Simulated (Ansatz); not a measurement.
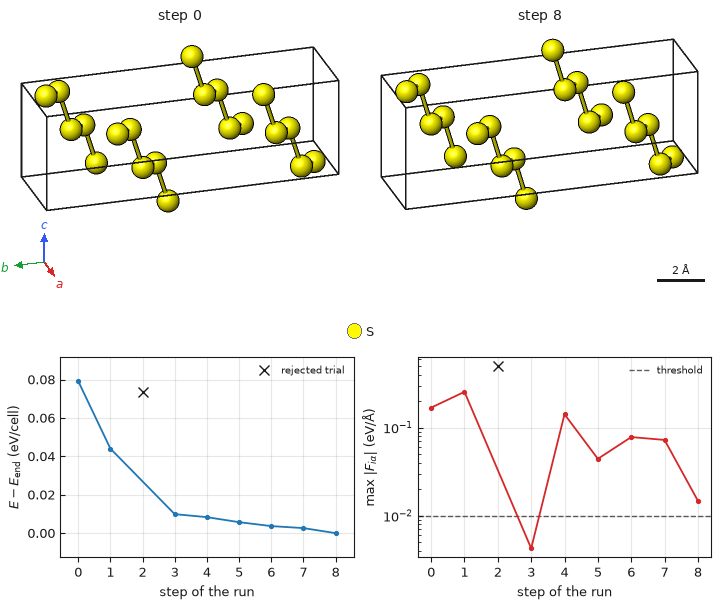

First and last geometry of a relaxation of crystalline S (built on the black phosphorus_64 type), with the history of the run. The picture is a ball-and-stick view of the conventional cell (2 times the calculation's cell), seen from a free direction. Lengths and directions refer to the drawn axes.

Case: black phosphorus type (Cmce, No. 64).

Method: DFT r2SCAN, scalar-relativistic, plane waves, PAW in Ansatz.

The input:
```yaml
crystal:
  lattice:
    - [1.840819708, -6.5210477536, 0.0]
    - [1.840819708, 6.5210477536, 0.0]
    - [0.0, 0.0, 4.3810377823]
  atoms:
    - { symbol: S, position: [0.1272064335, 0.8727935665, 0.8636556174] }
    - { symbol: S, position: [0.6272064335, 0.3727935665, 0.6363443826] }
    - { symbol: S, position: [0.8727935665, 0.1272064335, 0.1363443826] }
    - { symbol: S, position: [0.3727935665, 0.6272064335, 0.3636556174] }
basis:
  ecutwfc: 500
kpoints:
  mp_grid: { grid: [14, 14, 10] }
hamiltonian:
  xc: r2scan
scf:
  occupations: { method: gaussian, width: 0.1 }
output:
  forces: true
  stress: true
  eigenvalues: true
relax:
  adjacent_minimum: "off"
  f_tol: 0.01
  max_steps: 80
  cell: { stress_tol: 0.05 }
```

### Read the history and describe the run.

The run was cut off at its time limit before the relaxation converged, so the last structure is only a point on the way. Over 7 accepted moves (8 points after the start) the energy falls by 79.2 meV per cell of the calculation. The largest force component goes from 0.17 to 0.015 eV/Å. The pressure goes from −0.11 to 0.02 GPa. The line search rejected the trial step at point 2 of the run. The largest moves relative to the cell, 0.018 Å, are those of S1, S2, S3 and S4. S3 goes along [0 1 −1]. The drawn cell changes as follows: a 3.682 → 3.558 Å (−3.4 %), b 13.042 → 13.046 Å (0.0 %), c 4.381 → 4.748 Å (+8.4 %); the volume changes by +4.8 %. Among the contacts that change: S1–S2 2.093 → 2.087 Å. Among the angles between lasting bonds that change: S2–S1–S2 123.2° → 117.0°. The space group stays Cmce (No. 64).

```tsv
step	E − E(0), meV/atom	largest force component, eV/Å	pressure, GPa	volume, Å³/atom	note
0	0.00	0.1685	-0.11	26.295	
1	-8.79	0.2544	-0.27	26.133	
2	-1.43	0.5013	0.44	25.842	rejected
3	-17.33	0.0043	-0.17	26.142	
4	-17.72	0.1417	-0.02	26.235	
5	-18.37	0.0443	0.03	26.480	
6	-18.88	0.0781	0.15	26.929	
7	-19.14	0.0725	0.14	27.130	
8	-19.80	0.0148	0.02	27.552
```
